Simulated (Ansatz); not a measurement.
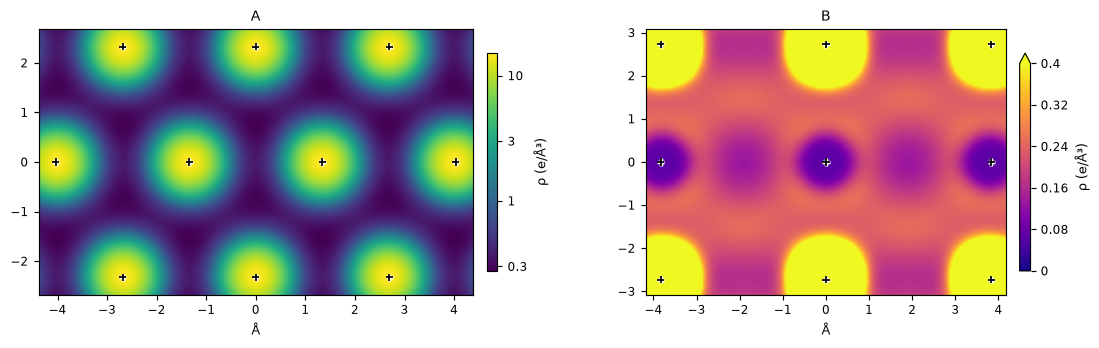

The valence electron density of 2 systems, each on a plane through atoms (crosses mark nuclei in the plane).

Theory: DFT PBEsol, scalar-relativistic, plane waves, PAW in Ansatz 0.2.0.

System 1: TiAl$_{3}$, the (101) plane of the conventional cell. Space group P4/mmm; a structure from a database of computed crystals, not necessarily the ambient phase; changed on purpose from its base cell (strain -0.030 along x and y, -0.015 along z, atoms carried along); computed pressure about 10 GPa in this cell; computed without spin polarisation.

```cif
data_structure
_symmetry_space_group_name_H-M 'P 1'
_symmetry_Int_Tables_number 1
_cell_length_a 3.8299
_cell_length_b 3.8299
_cell_length_c 3.8891
_cell_angle_alpha 90.000
_cell_angle_beta 90.000
_cell_angle_gamma 90.000
_cell_volume 57.05
loop_
_atom_site_label
_atom_site_type_symbol
_atom_site_fract_x
_atom_site_fract_y
_atom_site_fract_z
_atom_site_occupancy
Ti1 Ti 0.00000 0.00000 0.00000 1
Al1 Al 0.50000 0.50000 0.00000 1
Al2 Al 0.50000 0.00000 0.50000 1
Al3 Al 0.00000 0.50000 0.50000 1
```

System 2: Rh, the (001) plane of the conventional cell. Space group P-3m1; not relaxed (largest force 0.3 eV/Å); computed pressure about −9 GPa in this cell; computed without spin polarisation.

```
Rh
1.0
     1.90155   -1.90155    0.00000
     0.00000    1.90155   -1.90155
     8.76090    8.76090    8.76090
Rh
6
Cartesian
  6.8594 4.9578 4.9578
  3.8031 3.8031 1.9015
  6.8593 6.8593 6.8593
  1.9016 0.0000 0.0000
  8.7609 8.7609 6.8593
  1.9016 1.9016 1.9016
```

Match each panel to its system.

Panel A is system 2, Rh: the plane holds Rh. Rh–Rh (2.69 Å): ρ is about 0.37 e/Å³ halfway. Panel B is system 1, TiAl$_{3}$: the plane holds Ti and Al. Ti–Al (2.73 Å): ρ is about 0.23 e/Å³ halfway.
